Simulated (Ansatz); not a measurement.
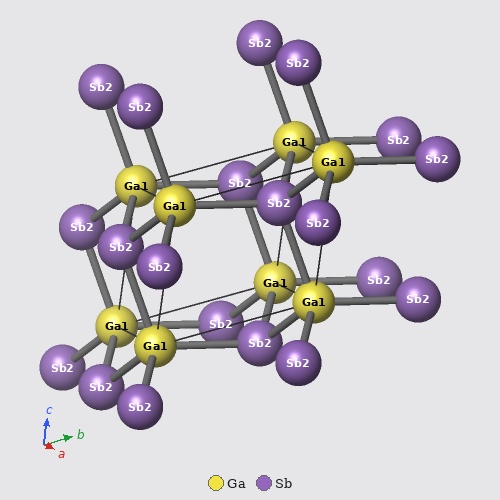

The system is GaSb (F-43m, No. 216; 2 atoms in the cell); the picture shows the reference structure. The energy is mapped over volume and the cell's shape. First axis: volume per atom. Second axis: c/a of the conventional cell. Nothing is relaxed (symmetry fixes all fractional coordinates). Grid: 7 × 7 points. Points are written as (first, second). Energies: meV/atom, counted from the lowest grid point. The lowest point has no gap; 22 points of the grid have one on the k-mesh. Level of theory: DFT PBE, scalar-relativistic, plane waves, PAW (Ansatz). Settings: cutoff 420 eV, k-mesh 14×14×14, gaussian smearing 0.15 eV, no spin polarisation.

Its coordinates:

```
CELL_PARAMETERS angstrom
0.00000 3.10716 3.10716
3.10716 0.00000 3.10716
3.10716 3.10716 0.00000
ATOMIC_POSITIONS crystal
Ga 0.00000 0.00000 0.00000
Sb 0.75000 0.75000 0.75000
```

The input of one point:

```yaml
crystal:
  lattice:
    - [0.0, 3.1071576541, 3.1071576541]
    - [3.1071576541, 0.0, 3.1071576541]
    - [3.1071576541, 3.1071576541, 0.0]
  atoms:
    - { symbol: Ga, position: [0.0, 0.0, 0.0] }
    - { symbol: Sb, position: [0.75, 0.75, 0.75] }
basis:
  ecutwfc: 420
kpoints:
  mp_grid: { grid: [14, 14, 14] }
hamiltonian:
  xc: pbe
  pseudopotentials: { kind: paw, azcp: { folder: soft_1 } }
scf:
  occupations: { method: gaussian, width: 0.15 }
output:
  forces: true
  stress: true
  eigenvalues: true
  write_density: true
  write_potential: true
  elf: true
  volumetric_format: npy
```

Range: volume per atom from 26.4 to 33.6 Å³; c/a of the conventional cell from 0.923 to 1.083.

Question: What will the energy surface look like?

Answer: The lowest grid point is at (30.0 Å³, 1.000). No other kind of well shows on this grid. The highest grid point, (26.4 Å³, 1.083), lies 94 meV/atom above the lowest. Round the minimum the two coordinates are nearly uncoupled.

```csv
"c/a of the conventional cell ↓, volume per atom →",26.4,27.6,28.8,30.0,31.2,32.4,33.6
1.083,94,49,25,18,25,41,66
1.055,84,39,15,8,14,31,56
1.027,79,33,9,2,8,25,50
1.000,77,31,7,0,6,23,48
0.974,79,33,9,2,8,25,50
0.948,83,38,14,7,13,30,55
0.923,90,45,22,15,22,39,64
```

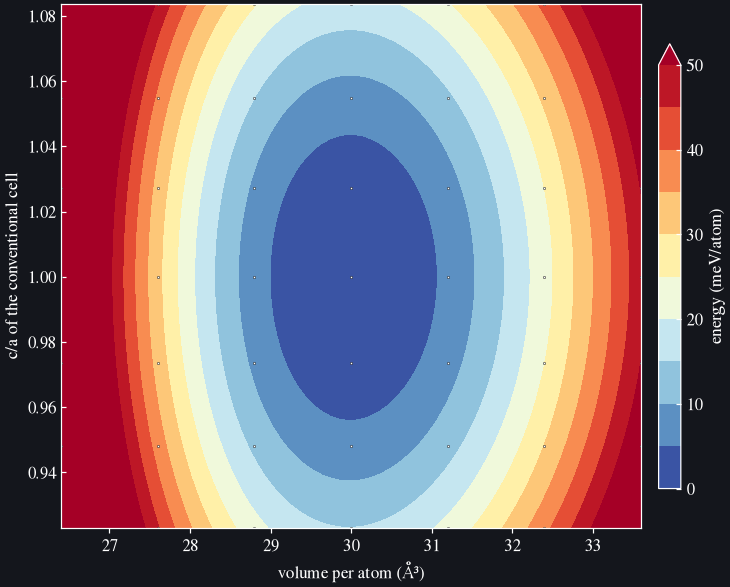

The picture shows filled contours, dots at the grid points, one colour for all values above the top of the scale. Between grid points the surface is interpolated.

Each point was launched as `ansatz run input.yaml --threads 1 --pin off --max-ram 2048MiB --backend cpu --events-out ev --progress --plain --runs-dir out`. Time for the 49 points that were run: 8.7 min on 1 thread of Intel(R) Xeon(R) 6975P-C (Granite Rapids), on a shared host.
